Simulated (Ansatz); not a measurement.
## Run report: Pt$_{16}$H, geometry relaxation (part 3 of 3)

Continued. System: Pt$_{16}$H (slab, 17 atoms in the cell). Method: DFT PBE+D3(BJ), scalar-relativistic, plane waves, PAW, no spin polarisation (Ansatz 0.2.0); cutoff 420 eV, 6×6×1 k-mesh, Gaussian smearing of 0.1 eV. The structure derives from an entry of the Crystallography Open Database. The input holds or restrains some coordinates. Forces given for the steps count only the free coordinates.

Geometry of the input (Å; fractional positions):
```
5.5559  0.0000  0.0000
-2.7779  4.8115  0.0000
0.0000  0.0000  25.8045
Pt 0.3333  0.1667  0.3294
Pt 0.3333  0.6667  0.3294
Pt 0.8333  0.1667  0.3294
Pt 0.8333  0.6667  0.3294
Pt 0.6667  0.3333  0.4173
Pt 0.6667  0.8333  0.4173
Pt 0.1667  0.3333  0.4173
Pt 0.1667  0.8333  0.4173
Pt -0.0000  0.5000  0.5046
Pt 0.0000  0.0000  0.5046
Pt 0.5000  0.5000  0.5046
Pt 0.5000  0.0000  0.5046
Pt 0.3333  0.6667  0.5935
Pt 0.3333  0.1667  0.5935
Pt 0.8333  0.6667  0.5935
Pt 0.8333  0.1667  0.5935
H  0.3333  0.6667  0.6586
```

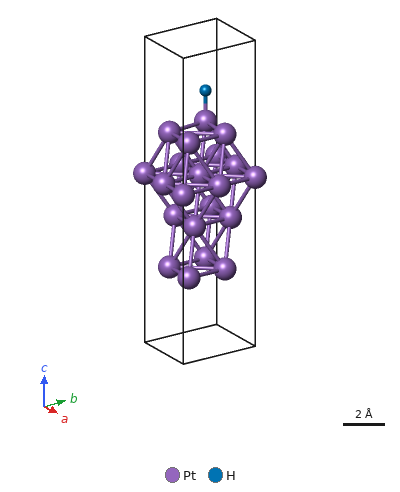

*The geometry at step 3 of the log (ball-and-stick view of the cell of the calculation, with the vacuum cut short, seen slightly off an axis).*

Output, continued
```
--- Relaxed structure (4 steps of the walk, 4 accepted, 0 SCFs on fresh bases) ---
  F+E_penalty+E_count = -200389.17316935 eV   max|allowed force component| = 2.111e-2 eV/Å
  atoms:
    - { symbol: Pt, position: [0.3333333333333333, 0.16666666666666663, 0.329399325] }
    - { symbol: Pt, position: [0.3333333333333333, 0.6666666666666666, 0.329399325] }
    - { symbol: Pt, position: [0.8333333333333333, 0.16666666666666663, 0.329399325] }
    - { symbol: Pt, position: [0.8333333333333335, 0.6666666666666666, 0.329399325] }
    - { symbol: Pt, position: [0.6666666666666667, 0.3333333333333333, 0.41729786710000005] }
    - { symbol: Pt, position: [0.6666666666666667, 0.8333333333333334, 0.41729786710000005] }
    - { symbol: Pt, position: [0.16666666666666669, 0.33333333333333326, 0.41729786710000005] }
    - { symbol: Pt, position: [0.16666666666666663, 0.8333333333333334, 0.41729786710000005] }
    - { symbol: Pt, position: [0.0017759536883302784, 0.5008879768441651, 0.5051151336164837] }
    - { symbol: Pt, position: [6.423336162742282e-18, -3.4861208410972197e-17, 0.5044483231260161] }
    - { symbol: Pt, position: [0.4991120231558348, 0.5008879768441651, 0.5051151336164837] }
    - { symbol: Pt, position: [0.4991120231558348, -0.0017759536883303617, 0.5051151336164837] }
    - { symbol: Pt, position: [0.3333333333333333, 0.6666666666666666, 0.5975868124588755] }
    - { symbol: Pt, position: [0.33385789514439923, 0.16692894757219962, 0.5932941756663556] }
    - { symbol: Pt, position: [0.8330710524278004, 0.6661421048556007, 0.5932941756663556] }
    - { symbol: Pt, position: [0.8330710524278003, 0.16692894757219962, 0.5932941756663556] }
    - { symbol: H, position: [0.3333333333333333, 0.6666666666666666, 0.6577004899175194] }
```

Trajectory as extended XYZ (Å, eV, eV/Å), 4 frames, from step=1 to step=4
```
17
Lattice="5.5559 0.0000 0.0000 -2.7779 4.8115 0.0000 0.0000 0.0000 25.8045" Properties=species:S:1:pos:R:3:forces:R:3 step=1 energy=-200389.02535
Pt    1.3890    0.8019    8.5000   -0.0452  -0.0261  -0.2387
Pt    0.0000    3.2077    8.5000    0.0000   0.0000  -0.1741
Pt    4.1669    0.8019    8.5000    0.0452  -0.0261  -0.2387
Pt    2.7779    3.2077    8.5000    0.0000   0.0522  -0.2387
Pt    2.7779    1.6038   10.7682    0.0000   0.0000  -0.1381
Pt    1.3890    4.0096   10.7682    0.0025   0.0014   0.2497
Pt    0.0000    1.6038   10.7682    0.0000  -0.0028   0.2497
Pt   -1.3890    4.0096   10.7682   -0.0025   0.0014   0.2497
Pt   -1.3890    2.4058   13.0210    0.0164   0.0094   0.0130
Pt    0.0000    0.0000   13.0210    0.0000   0.0000   0.0112
Pt    1.3890    2.4058   13.0210   -0.0164   0.0094   0.0130
Pt    2.7779    0.0000   13.0210    0.0000  -0.0189   0.0130
Pt    0.0000    3.2077   15.3151    0.0000   0.0000   2.1607
Pt    1.3890    0.8019   15.3151    0.0280   0.0162  -0.0867
Pt    2.7779    3.2077   15.3151    0.0000  -0.0323  -0.0867
Pt    4.1669    0.8019   15.3151   -0.0280   0.0162  -0.0867
H     0.0000    3.2077   16.9951    0.0000   0.0000  -1.6718
17
Lattice="5.5559 0.0000 0.0000 -2.7779 4.8115 0.0000 0.0000 0.0000 25.8045" Properties=species:S:1:pos:R:3:forces:R:3 step=2 energy=-200389.15751
Pt    1.3890    0.8019    8.5000   -0.0483  -0.0279  -0.2432
Pt    0.0000    3.2077    8.5000    0.0000   0.0000  -0.1736
Pt    4.1669    0.8019    8.5000    0.0483  -0.0279  -0.2432
Pt    2.7779    3.2077    8.5000    0.0000   0.0558  -0.2432
Pt    2.7779    1.6038   10.7682    0.0000   0.0000   0.0072
Pt    1.3890    4.0096   10.7682   -0.0172  -0.0099   0.3771
Pt    0.0000    1.6038   10.7682    0.0000   0.0198   0.3771
Pt   -1.3890    4.0096   10.7682    0.0172  -0.0099   0.3771
Pt   -1.3809    2.4104   13.0457    0.0183   0.0106  -0.0354
Pt    0.0000    0.0000   13.0266    0.0000   0.0000  -0.0711
Pt    1.3809    2.4104   13.0457   -0.0183   0.0106  -0.0354
Pt    2.7779   -0.0093   13.0457    0.0000  -0.0211  -0.0354
Pt    0.0000    3.2077   15.4717    0.0000   0.0000  -0.8509
Pt    1.3909    0.8031   15.3158    0.0059   0.0034   0.0356
Pt    2.7779    3.2054   15.3158    0.0000  -0.0068   0.0356
Pt    4.1649    0.8031   15.3158   -0.0059   0.0034   0.0356
H     0.0000    3.2077   16.9882    0.0000   0.0000   0.6869
17
Lattice="5.5559 0.0000 0.0000 -2.7779 4.8115 0.0000 0.0000 0.0000 25.8045" Properties=species:S:1:pos:R:3:forces:R:3 step=3 energy=-200389.17313
Pt    1.3890    0.8019    8.5000   -0.0486  -0.0280  -0.2429
Pt    0.0000    3.2077    8.5000    0.0000   0.0000  -0.1700
Pt    4.1669    0.8019    8.5000    0.0486  -0.0280  -0.2429
Pt    2.7779    3.2077    8.5000    0.0000   0.0561  -0.2429
Pt    2.7779    1.6038   10.7682    0.0000   0.0000  -0.0620
Pt    1.3890    4.0096   10.7682   -0.0163  -0.0094   0.3013
Pt    0.0000    1.6038   10.7682    0.0000   0.0188   0.3013
Pt   -1.3890    4.0096   10.7682    0.0163  -0.0094   0.3013
Pt   -1.3816    2.4100   13.0343   -0.0146  -0.0084   0.0055
Pt    0.0000    0.0000   13.0171    0.0000   0.0000   0.0209
Pt    1.3816    2.4100   13.0343    0.0146  -0.0084   0.0055
Pt    2.7779   -0.0085   13.0343    0.0000   0.0169   0.0055
Pt    0.0000    3.2077   15.4205    0.0000   0.0000   0.0203
Pt    1.3912    0.8032   15.3097   -0.0039  -0.0023  -0.0057
Pt    2.7779    3.2052   15.3097    0.0000   0.0045  -0.0057
Pt    4.1647    0.8032   15.3097    0.0039  -0.0023  -0.0057
H     0.0000    3.2077   16.9717    0.0000   0.0000   0.0150
17
Lattice="5.5559 0.0000 0.0000 -2.7779 4.8115 0.0000 0.0000 0.0000 25.8045" Properties=species:S:1:pos:R:3:forces:R:3 step=4 energy=-200389.17317
Pt    1.3890    0.8019    8.5000   -0.0486  -0.0280  -0.2428
Pt    0.0000    3.2077    8.5000    0.0000   0.0000  -0.1697
Pt    4.1669    0.8019    8.5000    0.0486  -0.0280  -0.2428
Pt    2.7779    3.2077    8.5000    0.0000   0.0561  -0.2428
Pt    2.7779    1.6038   10.7682    0.0000   0.0000  -0.0625
Pt    1.3890    4.0096   10.7682   -0.0163  -0.0094   0.3008
Pt    0.0000    1.6038   10.7682    0.0000   0.0188   0.3008
Pt   -1.3890    4.0096   10.7682    0.0163  -0.0094   0.3008
Pt   -1.3816    2.4100   13.0343   -0.0147  -0.0085   0.0057
Pt    0.0000    0.0000   13.0171    0.0000   0.0000   0.0211
Pt    1.3816    2.4100   13.0343    0.0147  -0.0085   0.0057
Pt    2.7779   -0.0085   13.0343    0.0000   0.0169   0.0057
Pt    0.0000    3.2077   15.4205    0.0000   0.0000   0.0206
Pt    1.3912    0.8032   15.3097   -0.0039  -0.0022  -0.0053
Pt    2.7779    3.2052   15.3097    0.0000   0.0045  -0.0053
Pt    4.1647    0.8032   15.3097    0.0039  -0.0022  -0.0053
H     0.0000    3.2077   16.9717    0.0000   0.0000   0.0152
```

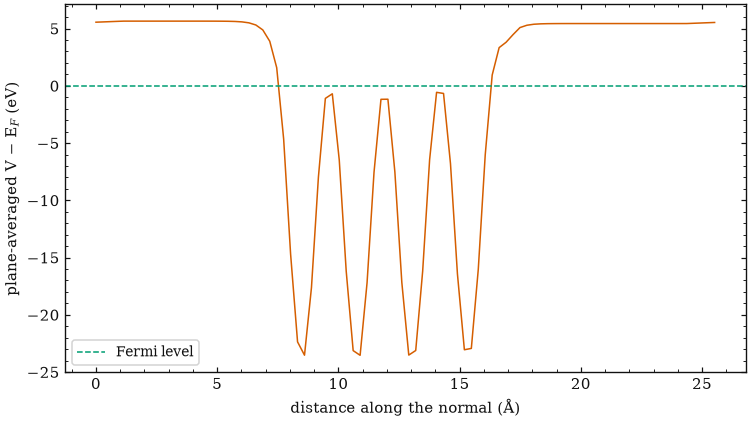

*Plane average of the electrostatic potential energy of an electron across the cell, from the Fermi level.*

The vacuum level lies 5.44 eV above the Fermi level on the upper side and 5.65 eV on the lower.

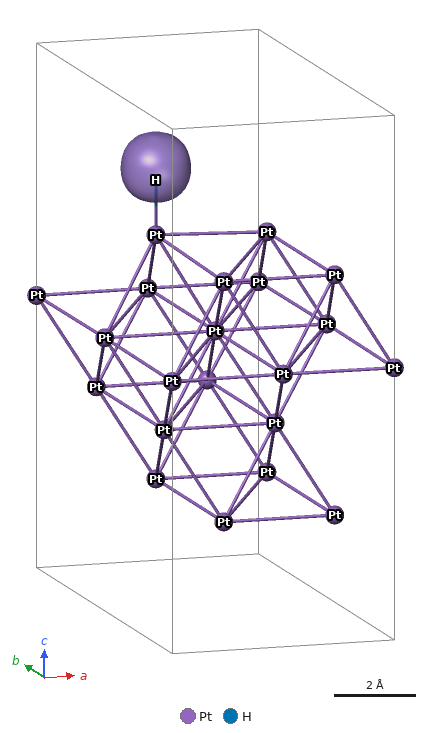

*Isosurface of the electron localisation function at 0.65 (purple), seen at an oblique angle. Core shells and regions of very low density are left out. Sticks mark near contacts.*

Profiles from the grid: Pt–H (1.55 Å): the ELF climbs to about 1 towards the hydrogen, as it does in any bond to H. Pt–Pt (2.76 Å): the ELF is about 0.30 at the midpoint (no shared electron pair). In a PAW calculation such maps are meaningful between the atoms, not at the nuclei.

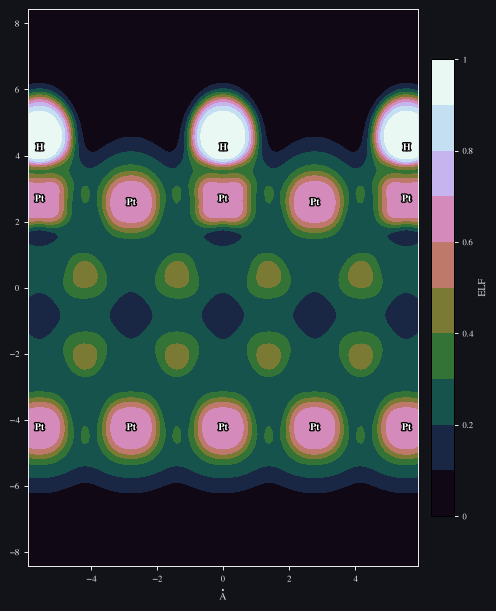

*Electron localisation function on the (010) plane of the calculation cell, a cut from vacuum to vacuum.*

Atoms in the plane: Pt and H. Pt–H (1.55 Å): the ELF climbs to about 1 towards the hydrogen. Pt–Pt (2.78 Å): the ELF is about 0.30 at the midpoint; no localised pair between them. The strong features right at Pt lie inside the PAW spheres (semicore, d or f shells) and say nothing about bonding.

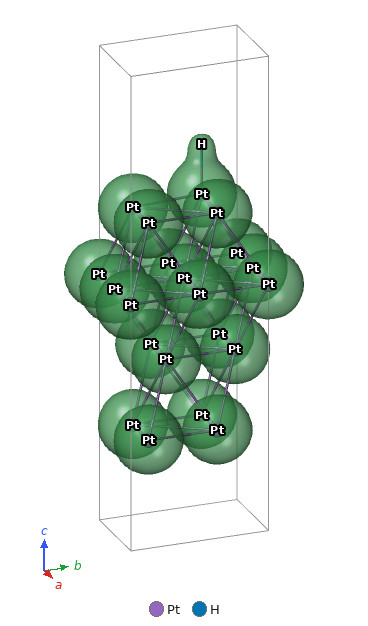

*Isosurface of the valence charge density (pseudo) at 0.6 e/Å³ (green), seen slightly off an axis. Sticks mark near contacts.*

At this value the density breaks into separate islands; it holds about 80 % of the electrons treated as valence (semicore included). It is pinched off along the Pt–Pt (2.76 Å) and Pt–Pt (2.87 Å) contacts. On the grid the lowest density along these lines, outside the cores, is 1.2 e/Å³ (Pt–H, 1.55 Å), 0.39 e/Å³ (Pt–Pt, 2.76 Å) and 0.31 e/Å³ (Pt–Pt, 2.87 Å).

Key numbers

| quantity | value |
| --- | --- |
| outcome | converged under the restraints of the input |
| electrons treated | 289 |
| free energy | −200389.1732 eV |
| work function, top face | 5.44 eV |
| work function, bottom face | 5.65 eV |
| Fermi energy | 4.569 eV |
| gap on the k-point mesh | none (metallic) |
| final volume | 689.82 Å³ |
| work function (upper face) | 5.44 eV |
| largest force (length of the vector) at the end, held atoms and coordinates included | 0.301 eV/Å |
| hardware | 4 threads of Intel Xeon (Sapphire Rapids), 64 GiB of memory available, shared host |
| wall time | 76 s (CPU time 4.9 min) |
| peak memory | 2.6 GiB |

Spin–orbit coupling is left out, which matters for Pt.
